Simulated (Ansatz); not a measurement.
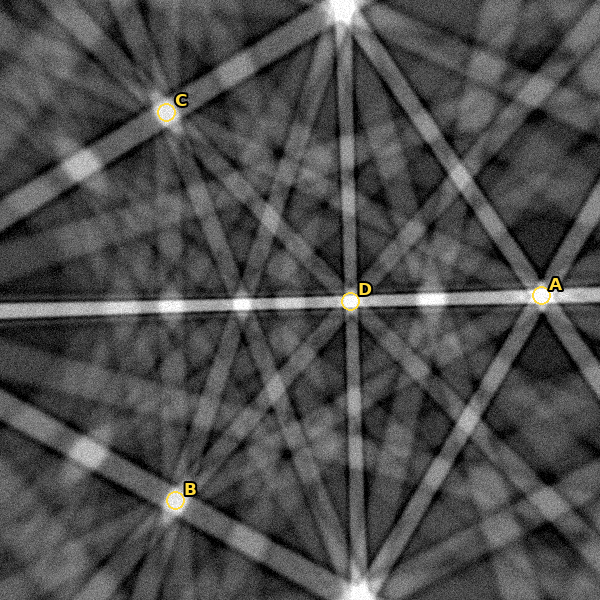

Simulated Kikuchi (electron backscatter) pattern at 20 kV: kinematic bands of width 2θ(Bragg) in gnomonic projection, seen from the camera side; the frame spans ±42° from its centre. Crystal: Al, space group I4_1/amd (No. 141), a = 5.302 Å, c = 2.730 Å. Structure: coordinates from a relaxation with DFT PBE, scalar-relativistic, plane waves, PAW in Ansatz 0.2.0; the starting structure was generated, so it need not be a known form of this composition.

Pole A is [100] and pole B is [1-13].

**Index the poles C and D.**

C is [113], 61.5° from A and 57.0° from B. D is [101], 27.2° from A and 40.3° from B.

**Which band joins A and D, and how wide is it?**

It comes from the planes common to both zones. The strongest order is 0 2 0 with d = 2.651 Å, so the band is 2θ = 1.9° wide (λ = 0.0859 Å). Other orders of the same planes (0 4 0) lie on the same centre line with other widths.
